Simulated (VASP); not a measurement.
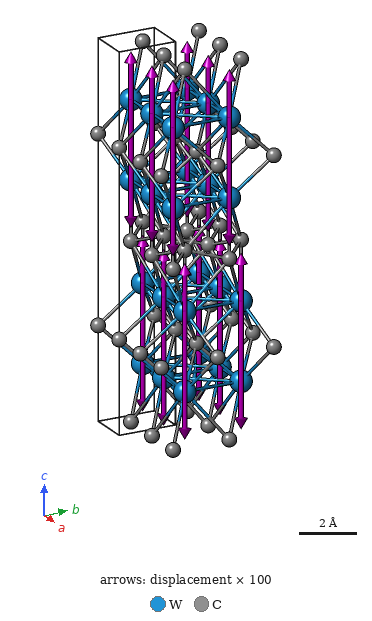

A relaxation of a crystal of W2C3 (a generated structure, set up in P6_3/mmc). The starting structure is drawn; purple arrows show the displacements (the part carried along by the change of the cell is left out), magnified 100 times.

Style: ball-and-stick. Shown: the cell of the calculation, repeated 3 × 2 × 1 with one cell outlined, slightly off an axis.

The run lets cell and atoms move.

Computed with VASP 6.6.1, Kohn-Sham DFT of a periodic cell, PBE, VASP PAW PBE potentials, recommended.

Input
```
SYSTEM = W2C3
ALGO     = Normal         ! electronic algorithm
EDIFF    = 1E-6           ! SCF threshold, eV
EDIFFG   = -0.01          ! ionic threshold
ENCUT    = 520            ! plane-wave cutoff, eV
GGA      = PE             ! functional
IBRION   = 2              ! ionic algorithm
ISIF     = 3              ! what is computed and relaxed
ISMEAR   = 0              ! smearing method
KPAR     = 4            
LASPH    = .True.         ! aspherical terms in the spheres
LCHARG   = .False.        ! write CHGCAR
LREAL    = .False.        ! projectors in reciprocal space
LWAVE    = .False.        ! write WAVECAR
NELM     = 120            ! most SCF steps
NSW      = 90             ! ionic steps
PREC     = Accurate       ! precision mode
SIGMA    = 0.1            ! smearing width, eV
```

Run as
```bash
cat potpaw_PBE.64/W_sv/POTCAR potpaw_PBE.64/C/POTCAR > POTCAR
mpirun -np 4 vasp_std > vasp.out
```

> Atoms of which element are displaced furthest, and by how much?

Tungsten: up to 0.047 Å, against 0.000 Å for carbon.

> Describe the change and its energy.

The largest moves relative to the cell, 0.047 Å, are those of W atoms. C stays in place. The volume changes by −1.9 %, with a = b 2.844 → 2.778 Å (−2.3 %), c 13.867 → 14.257 Å (+2.8 %). Among the contacts that change: C–W 2.211 → 2.320 Å, W–W 2.844 → 2.778 Å, C–W 2.446 → 2.494 Å, C–C 1.690 → 1.656 Å. The space group stays P6_3/mmc (No. 194). The energy falls by 21.9 meV per atom in 11 geometry steps. Largest force component: 0.62 eV/Å at the start, 0.0043 eV/Å at the end. The pressure goes from −8.10 to −0.03 GPa. At step 1 the optimiser overshot: the energy rose above the start, and later steps came back.
